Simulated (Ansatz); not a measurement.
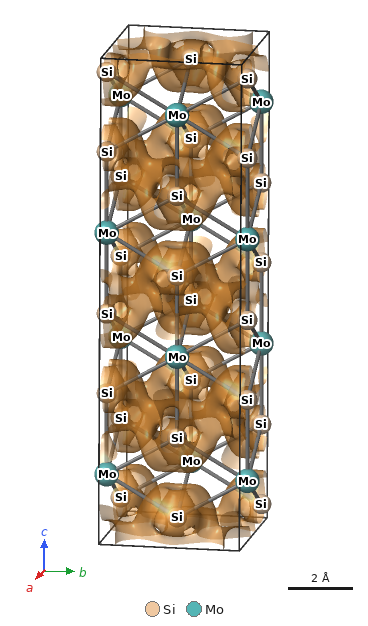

*Si$_{2}$Mo. Isosurface of the ELF at 0.55 (orange), seen slightly off an axis. Core shells and regions of very low density are left out. Sticks mark near contacts.*

Space group C2/m; not relaxed (largest force 1.7 eV/Å); computed without spin polarisation.

Method: DFT PBEsol, scalar-relativistic, plane waves, PAW (Ansatz 0.2.0).

In a PAW calculation such maps are meaningful between the atoms, not at the nuclei.

> Where are the electrons localised?

At this value the surface marks out sheets that run through the cell in two directions, counted in one cell of 24 atoms. Any copies at cell faces, edges or corners count once. Along the contacts the grid gives the following. Si–Si (2.30 Å): the ELF peaks at about 0.80 between the atoms. Si–Mo (2.60 Å): the ELF peaks at about 0.70 in the valence shell of Si, 0.9 Å from its nucleus, and is about 0.40 at the midpoint.
